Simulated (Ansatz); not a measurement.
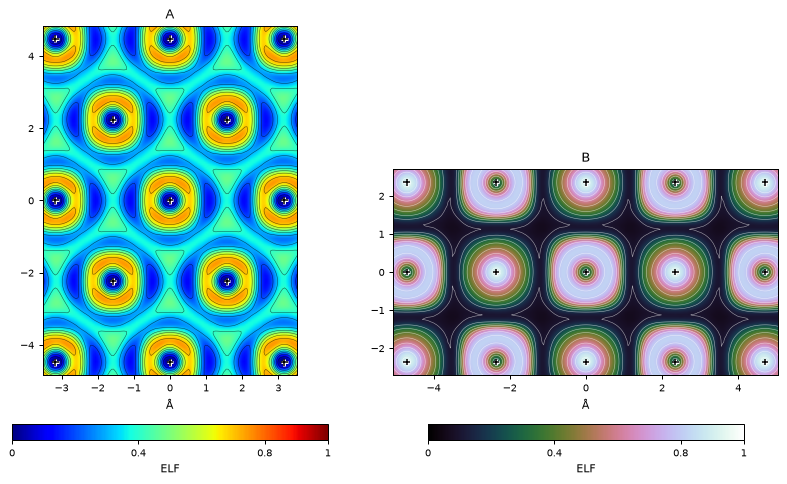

The ELF of 2 systems, each on a plane through atoms (crosses mark nuclei in the plane).

The calculation used Ansatz 0.2.0, DFT, PBE, plane waves, PAW.

System 1: W, the (011) plane of the conventional cell. Space group Im-3m; started from the measured structure prototype, which need not be the ambient phase; computed pressure about 5 GPa in this cell.

```cif
data_structure
_symmetry_space_group_name_H-M 'P 1'
_symmetry_Int_Tables_number 1
_cell_length_a 3.1685
_cell_length_b 3.1685
_cell_length_c 3.1685
_cell_angle_alpha 90.000
_cell_angle_beta 90.000
_cell_angle_gamma 90.000
_cell_volume 31.81
loop_
_atom_site_label
_atom_site_type_symbol
_atom_site_fract_x
_atom_site_fract_y
_atom_site_fract_z
_atom_site_occupancy
W1 W 0.00000 0.00000 0.00000 1
W2 W 0.50000 0.50000 0.50000 1
```

System 2: CdO, the (010) plane of the conventional cell. Space group Fm-3m; started from the measured structure prototype, which need not be the ambient phase; computed pressure about 5 GPa in this cell.

```xyz
8
Lattice="4.7060 0.0000 0.0000 0.0000 4.7060 0.0000 0.0000 0.0000 4.7060" Properties=species:S:1:pos:R:3 pbc="T T T"
Cd    0.0000    0.0000    0.0000
Cd    2.3530    2.3530    0.0000
Cd    2.3530    0.0000    2.3530
Cd    0.0000    2.3530    2.3530
O     2.3530    0.0000    0.0000
O     0.0000    2.3530    0.0000
O     0.0000    0.0000    2.3530
O     2.3530    2.3530    2.3530
```

> Match each panel to its system.

Panel A is system 1, W: the plane holds W. W–W (2.74 Å): the ELF is about 0.40 at the midpoint. Panel B is system 2, CdO: the plane holds Cd and O. Cd–O (2.35 Å): the ELF is about 0.10 at the midpoint (no shared electron pair shows on this line).
